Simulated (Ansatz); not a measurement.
**Geometry relaxation, with input and output: Sn3O4 (part 1 of 2)**

System: Sn3O4 (14 atoms in the cell).
Method: DFT PBE, scalar-relativistic, plane waves, PAW, no spin polarisation (Ansatz 0.2.0).

The structure derives from a Materials Project entry. It belongs to a series of runs on one base structure; here: volume × 1.06, shape and atoms relaxed. Figures and captions count atoms from 1; the log counts them from 0 in places.

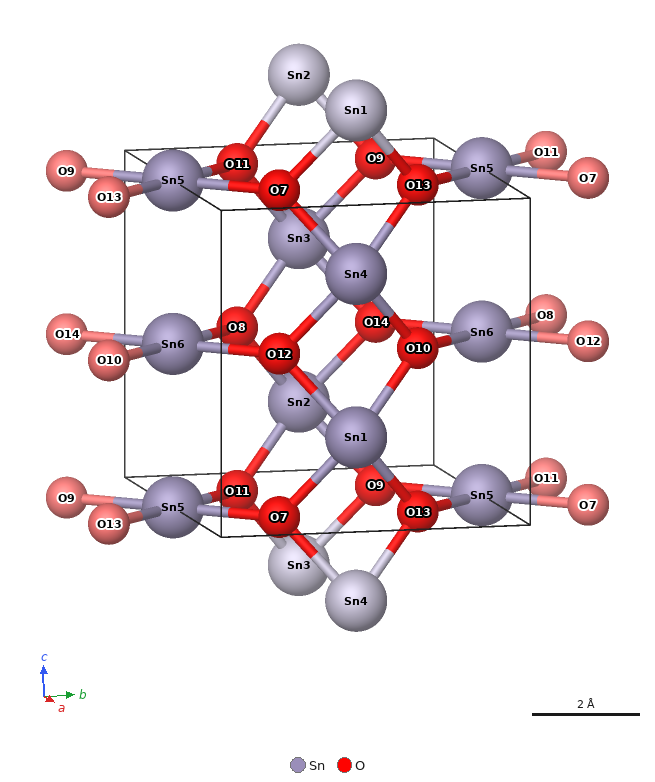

Fig. 1: The input geometry (ball-and-stick view of the cell of the calculation, seen slightly off an axis; neighbours outside the cell are drawn fainter; atoms are numbered from 1 in the order of the input). An atom can appear more than once, as a periodic image. Near neighbours in the periodic cell (some may lie outside the picture): Sn has 4 O at 2.13 to 2.30 Å; O has 3 Sn at 2.13 to 2.30 Å.

Key numbers

| quantity | value |
| --- | --- |
| outcome | converged |
| space group (tolerance 0.01 Å) | Pmmm (47) |
| electrons treated | 132 |
| free energy | −40681.0080 eV |
| Fermi energy | 6.119 eV |
| gap on the k-point mesh | none (metallic) |
| pressure | −3.96 GPa |
| final volume | 271.94 Å³ |
| largest force (length of the vector) at the end | 0.010 eV/Å |
| final cell | a = 7.376 Å, b = 5.971 Å, c = 6.175 Å, α = 90.00°, β = 90.00°, γ = 90.00° |
| hardware | 4 threads of Intel Xeon @ 2.50GHz (Skylake/Cascade Lake), 189 GiB of memory available, shared host |
| wall time | 6.3 min (CPU time 24 min) |
| peak memory | 1.6 GiB |

Notes

Warnings of the run: near-symmetries of the structure were not used.

The input
```yaml
crystal:
  lattice:
    - [7.3561194702, 0.0, 0.0074698056]
    - [0.0, 5.9658437951, 0.0]
    - [-0.0064319824, 0.0, 6.1965630367]
  atoms:
    - { symbol: Sn, position: [0.7977140074, 0.499999983, 0.2500016864] }
    - { symbol: Sn, position: [0.2022859926, 0.499999983, 0.2499983136] }
    - { symbol: Sn, position: [0.2022859926, 0.500000017, 0.7499983136] }
    - { symbol: Sn, position: [0.7977140074, 0.500000017, 0.7500016864] }
    - { symbol: Sn, position: [0.5, 0.0, 0.0] }
    - { symbol: Sn, position: [0.5, 0.0, 0.5] }
    - { symbol: O, position: [0.7185125898, 0.2759119377, 1.000001111] }
    - { symbol: O, position: [0.2814874102, 0.2759119377, 0.499998889] }
    - { symbol: O, position: [0.2814874102, 0.7240880623, -1.111e-06] }
    - { symbol: O, position: [0.7185125898, 0.7240880623, 0.500001111] }
    - { symbol: O, position: [0.2813388322, 0.2757925715, -1.1291e-06] }
    - { symbol: O, position: [0.7186611678, 0.2757925715, 0.5000011291] }
    - { symbol: O, position: [0.7186611678, 0.7242074285, 1.0000011291] }
    - { symbol: O, position: [0.2813388322, 0.7242074285, 0.4999988709] }
basis:
  ecutwfc: 420
kpoints:
  mp_grid: { grid: [6, 6, 6] }
hamiltonian:
  xc: pbe
scf:
  occupations: { method: gaussian, width: 0.1 }
output:
  forces: true
  stress: true
  eigenvalues: true
  write_density: true
  write_potential: true
  elf: true
  volumetric_format: npy
relax:
  adjacent_minimum: "off"
  f_tol: 0.01
  max_steps: 30
  cell: { stress_tol: 0.1, fix: [volume] }
```

Launched with:
```bash
ansatz run input.yaml --threads 4 --pin off --max-ram 10240MiB --backend cpu --events-out ev --progress --plain --runs-dir out
```

Output
```
Warning: 4 symmetry operations that the atoms keep within the bar at which the run's group was sought (crystal.symmetry.tolerance 1.0e-5, or twice it) were not taken beside the 4 unitary ones that the detection took (of a slab, those that keep its plane). If the more symmetric cell is meant, write the vectors of crystal.lattice to more decimals, or, with the positions in fractional coordinates, give it by lengths and angles (which lays the cell in the standard orientation, to which the deck's other Cartesian keys then refer), with the lengths that are meant to be equal typed equal, the angles likewise, and each angle that the symmetry fixes typed at its exact value (of a frozen-density pass: in the run whose state it reads). The detection then takes those 4 too, where the atoms keep them as a group. The lattice (crystal.lattice as typed, or as saved on a frozen-density pass laid at its state's geometry) misses each of them by more than the tolerance, the farthest off changing a squared length by the fraction 4.5e-5. The run does not impose them: its cell is that one, or, where this deck is also told that its lattice was moved onto its group, that cell laid onto the operations that were taken. If the cell is strained on purpose, what lies past the tolerance is rightly left out.
Engine: ansatz 0.2.0, x86_64-unknown-linux-gnu
Pseudopotentials: kind: paw
Pseudopotential: Sn, paw, valence charge 14, recommended cutoff 420 eV (normal), Sn.paw.azcp
Pseudopotential: O, paw, valence charge 6, recommended cutoff 420 eV (normal), O.paw.azcp
Functional definition: PBE
  parameter kappa = 0.804
  parameter beta = 0.06672455060314922
  exchange = pbe_x(kappa = kappa, mu = beta*pi^2/3)
  correlation = pbe_c(beta = beta)
Crystal: 14 atoms, lattice volume = 271.939 Å³
Basis set: ecut = 420 eV, 5299 PW (Γ), exchange–correlation on 100×80×90 points (8 copies of the dense FFT grid, shifted against one another)
Bands: 80, of which v1, the nominal top of the filled ones, is band 66 counted from 1 (65 counted from 0)
Symmetry: 4 space group operations
Space group: P2/c (ITA 13), of the structure as read, at distance tolerance 6.5e-5 Å
k-points: 80 of 216
Non-local potential: Sn, projectors of the file, l = 0: 2, l = 1: 2, l = 2: 2, l = 3: 2
Non-local potential: O, projectors of the file, l = 0: 2, l = 1: 2, l = 2: 1
PAW form: soft (Blöchl's): semilocal exchange-correlation on the pseudo side does not see the compensation charge
PAW one-centre angular grid: Sn, 590 points (default); XC on 64 Gauss nodes
PAW one-centre angular grid: O, 110 points (default); XC on 64 Gauss nodes
Initial density: superposition of atomic densities (neutral atoms: chi_scale 0, normalization atom), corrected by the library's trained network
Initial wavefunctions: pseudopotential atomic-orbital guess
Functional: x = pbe(κ = 0.804, μ = 0.2195149727645171), c = pbe(β = 0.06672455060314922)
SCF iter   1: F=—  HF=-40680.993681 eV  |F-HF|=—  |Δ(HF+E_count)|=         —  Δρ=3.47e-3  dr2=2.79e-2  ethr=1.77e-3  ⟨swp⟩=6.2  Hψ=25433  notcnv=0  defer=24
preconditioner: auto → none  [metal: Δε(μ)=0.071 eV  Ē_g=17.595 eV  σ=0.100 eV  W_gap=0.36  n_scr=64 (ndim 8)  ℏωp=25.9 eV  f_vac=0.180  D(μ)=0.63/eV (n_scr^D=0)  sad-step TF]
SCF iter   2: F=—  HF=-40680.994950 eV  |F-HF|=—  |Δ(HF+E_count)|=   1.27e-3  Δρ=2.12e-3  dr2=1.37e-2  ethr=2.11e-5  ⟨swp⟩=2.0  Hψ=9421  notcnv=0  defer=51
SCF iter   3: F=—  HF=-40680.995007 eV  |F-HF|=—  |Δ(HF+E_count)|=   5.63e-5  Δρ=6.10e-4  dr2=4.07e-3  ethr=1.04e-5  ⟨swp⟩=2.0  Hψ=8050  notcnv=0  defer=51
SCF iter   4: F=—  HF=-40680.994040 eV  |F-HF|=—  |Δ(HF+E_count)|=   9.67e-4  Δρ=2.19e-4  dr2=5.29e-4  ethr=3.08e-6  ⟨swp⟩=2.4  Hψ=10411  notcnv=0  defer=51
SCF iter   5: F=—  HF=-40680.993945 eV  |F-HF|=—  |Δ(HF+E_count)|=   9.44e-5  Δρ=7.37e-5  dr2=1.55e-5  ethr=4.01e-7  ⟨swp⟩=2.4  Hψ=9328  notcnv=0  defer=51
SCF iter   6: F=—  HF=-40680.993575 eV  |F-HF|=—  |Δ(HF+E_count)|=   3.70e-4  Δρ=4.16e-5  dr2=4.83e-6  ethr=1.17e-8  ⟨swp⟩=2.2  Hψ=9316  notcnv=0  defer=103
SCF iter   7: F=—  HF=-40680.993576 eV  |F-HF|=—  |Δ(HF+E_count)|=   9.64e-7  Δρ=3.79e-5  dr2=3.99e-6  ethr=3.66e-9  ⟨swp⟩=2.0  Hψ=8695  notcnv=0  defer=105
SCF iter   8: F=—  HF=-40680.993575 eV  |F-HF|=—  |Δ(HF+E_count)|=   3.36e-7  Δρ=1.64e-5  dr2=7.19e-7  ethr=3.02e-9  ⟨swp⟩=2.0  Hψ=7244  notcnv=0  defer=107
SCF iter   9: F=-40680.993575 eV  HF=-40680.993575 eV  |F-HF|=2.30e-8  |Δ(HF+E_count)|=   8.55e-8  Δρ=4.50e-6  dr2=5.36e-8  ethr=7.58e-11  ⟨swp⟩=14.6  Hψ=50844  notcnv=0
SCF 1 converged in 9 iterations: F = -40680.993575 eV  dr2 = 5.36e-8
  greatest PAW one-centre occupation: 0.995 electrons in one spin orbital (limit 2), on the Sn atom at site 2 (counted from 0), in its partial waves of l = 2
relax step   1: F+E_penalty+E_count = -40680.99357538 eV  Δ(F+E_penalty+E_count) = +0.000e0 eV  max|allowed force component| = 1.984e-1 eV/Å  Δτ_max = 0.0000 Å  P = -4.543 GPa  Ω = 271.939 Å³  fix = [volume]  reactions: volume -4.543 GPa  (9 SCF iters, dr2 threshold 1.00e-7 eV, accepted)
Basis set: ecut = 420 eV, 5315 PW (Γ), exchange–correlation on 100×80×90 points (8 copies of the dense FFT grid, shifted against one another)
Initial density: handed on by an earlier stage of this run
Initial wavefunctions: those handed on with the density
iter 1 solved again at ethr=1.88e-5 eV; its pass at ethr=3.10e-3 eV (dr2=2.48e-2 eV) is discarded
SCF iter   1: F=—  HF=-40681.003652 eV  |F-HF|=—  |Δ(HF+E_count)|=         —  Δρ=4.84e-3  dr2=2.54e-2  ethr=1.88e-5  ⟨swp⟩=2.1  Hψ=28965  notcnv=0
preconditioner: auto → none  [metal: Δε(μ)=0.104 eV  Ē_g=17.662 eV  σ=0.100 eV  W_gap=0.45  n_scr=64 (ndim 8)  ℏωp=25.9 eV  f_vac=0.182  D(μ)=0.53/eV (n_scr^D=0)]
SCF iter   2: F=—  HF=-40680.998985 eV  |F-HF|=—  |Δ(HF+E_count)|=   4.67e-3  Δρ=2.07e-3  dr2=8.16e-3  ethr=1.88e-5  ⟨swp⟩=2.0  Hψ=11681  notcnv=0
SCF iter   3: F=—  HF=-40680.997908 eV  |F-HF|=—  |Δ(HF+E_count)|=   1.08e-3  Δρ=1.28e-3  dr2=2.15e-3  ethr=6.18e-6  ⟨swp⟩=2.0  Hψ=8730  notcnv=0
SCF iter   4: F=—  HF=-40680.997774 eV  |F-HF|=—  |Δ(HF+E_count)|=   1.34e-4  Δρ=5.73e-4  dr2=3.38e-4  ethr=1.63e-6  ⟨swp⟩=2.0  Hψ=7799  notcnv=0
SCF iter   5: F=—  HF=-40680.997519 eV  |F-HF|=—  |Δ(HF+E_count)|=   2.56e-4  Δρ=1.60e-4  dr2=2.26e-5  ethr=2.56e-7  ⟨swp⟩=2.0  Hψ=11115  notcnv=0
SCF iter   6: F=-40680.997528 eV  HF=-40680.997528 eV  |F-HF|=3.03e-7  |Δ(HF+E_count)|=   9.10e-6  Δρ=2.41e-5  dr2=8.17e-7  ethr=1.06e-9  ⟨swp⟩=12.5  Hψ=57130  notcnv=0
SCF 2 converged in 6 iterations: F = -40680.997528 eV  dr2 = 8.17e-7
  greatest PAW one-centre occupation: 0.995 electrons in one spin orbital (limit 2), on the Sn atom at site 3 (counted from 0), in its partial waves of l = 2
relax step   2: F+E_penalty+E_count = -40680.99752794 eV  Δ(F+E_penalty+E_count) = -3.953e-3 eV  max|allowed force component| = 2.209e-1 eV/Å  Δτ_max = 0.0296 Å  P = -3.691 GPa  Ω = 271.939 Å³  energy of the carried Pulay correction = +5.112e-16 eV  fix = [volume]  reactions: volume -3.691 GPa  (6 SCF iters, dr2 threshold 1.40e-6 eV, accepted)
iter 1 solved again at ethr=5.44e-6 eV; its pass at ethr=3.10e-3 eV (dr2=7.18e-3 eV) is discarded
SCF iter   1: F=—  HF=-40681.009520 eV  |F-HF|=—  |Δ(HF+E_count)|=         —  Δρ=2.37e-3  dr2=7.30e-3  ethr=5.44e-6  ⟨swp⟩=2.0  Hψ=24793  notcnv=0
preconditioner: auto → Resta (q_TF=auto, 2.419 Å⁻¹)  ε∞=3.2  [insulator: Δε(μ)=0.101 eV  Ē_g=17.637 eV  σ=0.100 eV  W_gap=0.50  n_scr=64 (ndim 8)  ℏωp=25.9 eV  f_vac=0.182  D(μ)=0.67/eV (n_scr^D=0)  ε∞_Penn≈3.2]
SCF iter   2: F=—  HF=-40681.007375 eV  |F-HF|=—  |Δ(HF+E_count)|=   2.14e-3  Δρ=9.63e-4  dr2=9.39e-4  ethr=5.44e-6  ⟨swp⟩=2.0  Hψ=8025  notcnv=0
SCF iter   3: F=—  HF=-40681.007013 eV  |F-HF|=—  |Δ(HF+E_count)|=   3.63e-4  Δρ=2.36e-4  dr2=1.13e-4  ethr=7.11e-7  ⟨swp⟩=2.2  Hψ=10523  notcnv=0
SCF iter   4: F=—  HF=-40681.007047 eV  |F-HF|=—  |Δ(HF+E_count)|=   3.37e-5  Δρ=1.13e-4  dr2=3.39e-5  ethr=8.55e-8  ⟨swp⟩=2.1  Hψ=9367  notcnv=0
SCF iter   5: F=—  HF=-40681.007049 eV  |F-HF|=—  |Δ(HF+E_count)|=   2.09e-6  Δρ=4.90e-5  dr2=6.11e-6  ethr=2.56e-8  ⟨swp⟩=2.0  Hψ=8842  notcnv=0
SCF iter   6: F=-40681.007050 eV  HF=-40681.007050 eV  |F-HF|=2.34e-8  |Δ(HF+E_count)|=   9.18e-7  Δρ=1.72e-5  dr2=8.65e-7  ethr=1.06e-9  ⟨swp⟩=14.8  Hψ=54651  notcnv=0
SCF 3 converged in 6 iterations: F = -40681.007050 eV  dr2 = 8.65e-7
relax step   3: F+E_penalty+E_count = -40681.00704951 eV  Δ(F+E_penalty+E_count) = -9.522e-3 eV  max|allowed force component| = 3.325e-2 eV/Å  Δτ_max = 0.0188 Å  P = -3.995 GPa  Ω = 271.939 Å³  fix = [volume]  reactions: volume -3.995 GPa  (6 SCF iters, dr2 threshold 1.40e-6 eV, accepted)
iter 1 solved again at ethr=5.85e-7 eV; its pass at ethr=3.10e-3 eV (dr2=7.73e-4 eV) is discarded
SCF iter   1: F=—  HF=-40681.006519 eV  |F-HF|=—  |Δ(HF+E_count)|=         —  Δρ=1.09e-3  dr2=7.76e-4  ethr=5.85e-7  ⟨swp⟩=3.0  Hψ=27558  notcnv=0
preconditioner: auto → Resta (q_TF=auto, 2.419 Å⁻¹)  ε∞=3.1  [insulator: Δε(μ)=0.112 eV  Ē_g=17.644 eV  σ=0.100 eV  W_gap=0.57  n_scr=64 (ndim 8)  ℏωp=25.9 eV  f_vac=0.182  D(μ)=0.65/eV (n_scr^D=0)  ε∞_Penn≈3.1]
SCF iter   2: F=—  HF=-40681.006543 eV  |F-HF|=—  |Δ(HF+E_count)|=   2.38e-5  Δρ=5.42e-4  dr2=1.83e-4  ethr=5.85e-7  ⟨swp⟩=2.1  Hψ=7706  notcnv=0
SCF iter   3: F=—  HF=-40681.006588 eV  |F-HF|=—  |Δ(HF+E_count)|=   4.49e-5  Δρ=1.92e-4  dr2=7.17e-5  ethr=1.39e-7  ⟨swp⟩=2.0  Hψ=8920  notcnv=0
SCF iter   4: F=—  HF=-40681.006235 eV  |F-HF|=—  |Δ(HF+E_count)|=   3.53e-4  Δρ=3.27e-5  dr2=2.05e-6  ethr=5.43e-8  ⟨swp⟩=2.0  Hψ=8838  notcnv=0
SCF iter   5: F=—  HF=-40681.006236 eV  |F-HF|=—  |Δ(HF+E_count)|=   7.57e-7  Δρ=2.66e-5  dr2=1.82e-6  ethr=1.55e-9  ⟨swp⟩=2.0  Hψ=9275  notcnv=0
SCF iter   6: F=-40681.006235 eV  HF=-40681.006235 eV  |F-HF|=4.66e-8  |Δ(HF+E_count)|=   2.23e-7  Δρ=7.13e-6  dr2=1.04e-7  ethr=1.00e-10  ⟨swp⟩=11.2  Hψ=50231  notcnv=0
SCF 4 converged in 6 iterations: F = -40681.006235 eV  dr2 = 1.04e-7
relax step   4: F+E_penalty+E_count = -40681.00623550 eV  Δ(F+E_penalty+E_count) = +8.140e-4 eV  max|allowed force component| = 7.362e-2 eV/Å  Δτ_max = 0.0105 Å  P = -3.839 GPa  Ω = 271.939 Å³  energy of the carried Pulay correction = +2.556e-16 eV  fix = [volume]  (6 SCF iters, dr2 threshold 1.32e-7 eV, rejected (line search))
iter 1 solved again at ethr=2.84e-7 eV; its pass at ethr=3.10e-3 eV (dr2=3.75e-4 eV) is discarded
SCF iter   1: F=—  HF=-40681.008287 eV  |F-HF|=—  |Δ(HF+E_count)|=         —  Δρ=7.28e-4  dr2=3.71e-4  ethr=2.84e-7  ⟨swp⟩=3.0  Hψ=26775  notcnv=0
preconditioner: auto → Resta (q_TF=auto, 2.419 Å⁻¹)  ε∞=3.2  [insulator: Δε(μ)=0.105 eV  Ē_g=17.640 eV  σ=0.100 eV  W_gap=0.53  n_scr=64 (ndim 8)  ℏωp=25.9 eV  f_vac=0.182  D(μ)=0.64/eV (n_scr^D=0)  ε∞_Penn≈3.2]
SCF iter   2: F=—  HF=-40681.008285 eV  |F-HF|=—  |Δ(HF+E_count)|=   1.89e-6  Δρ=3.61e-4  dr2=8.79e-5  ethr=2.81e-7  ⟨swp⟩=2.0  Hψ=8129  notcnv=0
SCF iter   3: F=—  HF=-40681.008184 eV  |F-HF|=—  |Δ(HF+E_count)|=   1.01e-4  Δρ=1.43e-4  dr2=2.90e-5  ethr=6.66e-8  ⟨swp⟩=2.0  Hψ=8581  notcnv=0
SCF iter   4: F=—  HF=-40681.008175 eV  |F-HF|=—  |Δ(HF+E_count)|=   8.41e-6  Δρ=1.82e-5  dr2=8.20e-7  ethr=2.20e-8  ⟨swp⟩=2.0  Hψ=9024  notcnv=0
SCF iter   5: F=—  HF=-40681.007972 eV  |F-HF|=—  |Δ(HF+E_count)|=   2.03e-4  Δρ=8.66e-6  dr2=2.02e-7  ethr=6.21e-10  ⟨swp⟩=2.0  Hψ=8779  notcnv=0
SCF iter   6: F=—  HF=-40681.007972 eV  |F-HF|=—  |Δ(HF+E_count)|=   9.03e-8  Δρ=9.48e-6  dr2=2.36e-7  ethr=1.53e-10  ⟨swp⟩=2.0  Hψ=9282  notcnv=0
SCF iter   7: F=—  HF=-40681.007972 eV  |F-HF|=—  |Δ(HF+E_count)|=   2.55e-8  Δρ=1.50e-6  dr2=5.11e-9  ethr=1.53e-10  ⟨swp⟩=2.0  Hψ=8210  notcnv=0
SCF iter   8: F=-40681.007972 eV  HF=-40681.007972 eV  |F-HF|=7.28e-10  |Δ(HF+E_count)|=   7.90e-9  Δρ=3.44e-7  dr2=3.28e-10  ethr=1.00e-12  ⟨swp⟩=7.6  Hψ=41136  notcnv=0
SCF 5 converged in 8 iterations: F = -40681.007972 eV  dr2 = 3.28e-10
relax step   5: F+E_penalty+E_count = -40681.00797181 eV  Δ(F+E_penalty+E_count) = -9.223e-4 eV  max|allowed force component| = 8.372e-3 eV/Å  Δτ_max = 0.0040 Å  P = -3.965 GPa  Ω = 271.939 Å³  energy of the carried Pulay correction = +2.556e-16 eV  fix = [volume]  reactions: volume -3.965 GPa  (8 SCF iters, accepted)
Initial wavefunctions: pseudopotential atomic-orbital guess (no wavefunctions were taken with the density)
iter 1 solved again at ethr=9.61e-8 eV; its pass at ethr=3.10e-3 eV (dr2=1.27e-4 eV) is discarded
SCF iter   1: F=—  HF=-40681.008150 eV  |F-HF|=—  |Δ(HF+E_count)|=         —  Δρ=4.52e-5  dr2=2.59e-7  ethr=9.61e-8  ⟨swp⟩=4.0  Hψ=44243  notcnv=0
preconditioner: auto → Resta (q_TF=auto, 2.419 Å⁻¹)  ε∞=3.2  [insulator: Δε(μ)=0.105 eV  Ē_g=17.641 eV  σ=0.100 eV  W_gap=0.53  n_scr=64 (ndim 8)  ℏωp=25.9 eV  f_vac=0.182  D(μ)=0.64/eV (n_scr^D=0)  ε∞_Penn≈3.2]
SCF iter   2: F=—  HF=-40681.007963 eV  |F-HF|=—  |Δ(HF+E_count)|=   1.86e-4  Δρ=2.30e-5  dr2=6.88e-8  ethr=1.96e-10  ⟨swp⟩=3.2  Hψ=13182  notcnv=0
SCF iter   3: F=—  HF=-40681.008021 eV  |F-HF|=—  |Δ(HF+E_count)|=   5.73e-5  Δρ=2.71e-6  dr2=1.42e-8  ethr=5.22e-11  ⟨swp⟩=3.0  Hψ=10193  notcnv=0
SCF iter   4: F=-40681.008021 eV  HF=-40681.008021 eV  |F-HF|=1.90e-9  |Δ(HF+E_count)|=   5.54e-8  Δρ=4.93e-7  dr2=3.80e-10  ethr=1.00e-12  ⟨swp⟩=9.3  Hψ=42930  notcnv=0
SCF 6 converged in 4 iterations: F = -40681.008021 eV  dr2 = 3.80e-10
relax step   6: F+E_penalty+E_count = -40681.00802064 eV  Δ(F+E_penalty+E_count) = -4.883e-5 eV  max|allowed force component| = 8.420e-3 eV/Å  Δτ_max = 0.0000 Å  P = -3.965 GPa  Ω = 271.939 Å³  fix = [volume]  reactions: volume -3.965 GPa  stress off target by 8.10e-3 GPa on what of the cell is left free  SCF on the basis re-selected at this cell (its energy is not comparable with the rows above)  (4 SCF iters)
```

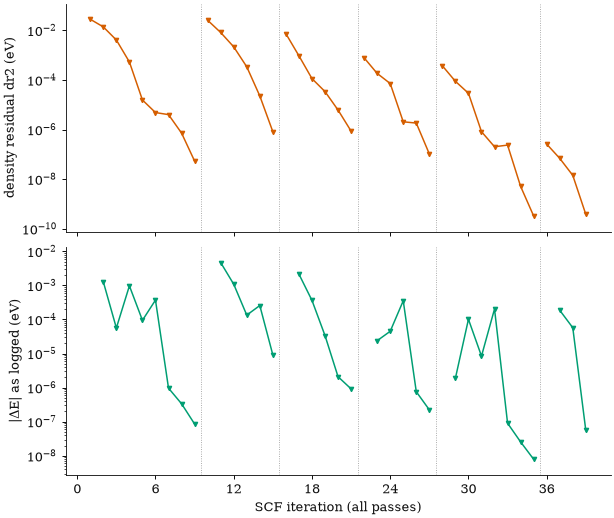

Fig. 2: Convergence of the self-consistent field: density residual dr2 and size of the energy change against the SCF iteration. The dotted lines part the SCF passes of the relaxation: geometry steps, rejected trials and re-solves on a re-selected basis. The 6 passes take 4 to 9 iterations each, 39 in all.

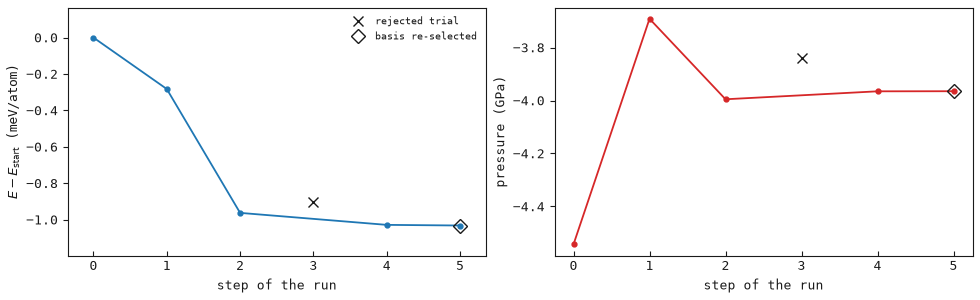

Fig. 3: Progress of the relaxation, step by step (the first geometry is step 0 here and step 1 in the log).

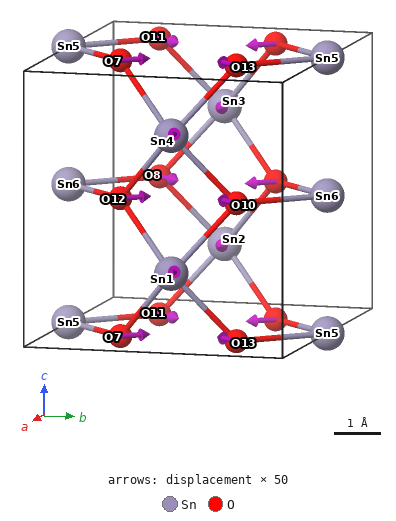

Fig. 4: The starting structure with the displacements (without the part carried along by the change of the cell) as pink arrows, magnified 50 times (ball-and-stick view of the cell of the calculation, seen slightly off an axis). Over 4 geometry steps the energy falls by 1.0 meV per atom. Largest force component: 0.2 eV/Å at the start, 0.0084 eV/Å at the end. Pressure: −4.54 GPa at the start and −3.96 GPa at the end. The line search rejected the trial step at point 3 (counted from 0) and went back. The largest moves relative to the cell, 0.015 Å, are those of O11, O12, O13 and O14. Largest moves by element: O 0.015 Å, Sn 0.010 Å. The drawn cell changes at constant volume: a 7.356 → 7.376 Å (+0.3 %), b 5.966 → 5.971 Å (+0.1 %), c 6.197 → 6.175 Å (−0.4 %). Distances before and after: Sn1–O10 2.128 → 2.117 Å, Sn5–O11 2.301 → 2.307 Å. The space group stays Pmmm (No. 47). A last SCF at the same geometry on a re-selected plane-wave basis shifts the energy by next to nothing (0.0 meV per atom). (Atoms are counted from 1 in the order of the input.)
